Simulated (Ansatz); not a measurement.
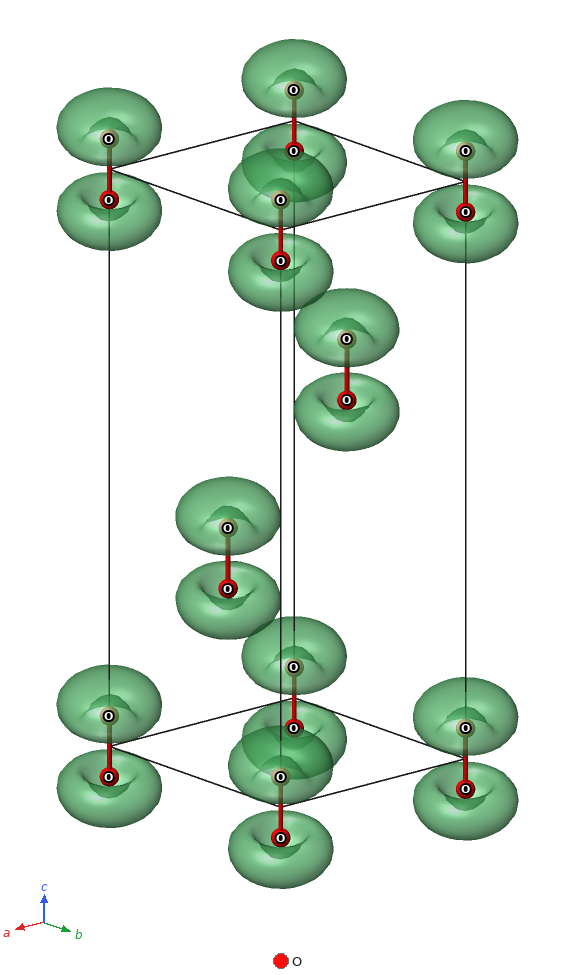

Figure 1: O. Isosurface of the ELF at 0.8 (green), seen at an oblique angle. Core shells and regions of very low density are left out. Sticks mark near contacts.

Space group R-3m; a structure from a database of computed crystals, not necessarily the ambient phase; changed on purpose from its base cell (volume × 0.97, shape and atoms relaxed); spin-polarised.

All numbers below come from DFT PBE+D3(BJ), scalar-relativistic, plane waves, PAW (Ansatz).

In a PAW calculation such maps are meaningful between the atoms, not at the nuclei.

**What do the ELF domains correspond to?**

At this value the surface marks out six lobes on O, pointing away from the bonds (non-bonding electrons, which may merge into one lobe), counted in one cell of 6 atoms. Regions shared between cells count once. Along the contacts the grid gives the following. O–O (1.22 Å): the ELF peaks at about 0.80 between the atoms (inside overlapping PAW spheres, so only a guide); a covalent bond.
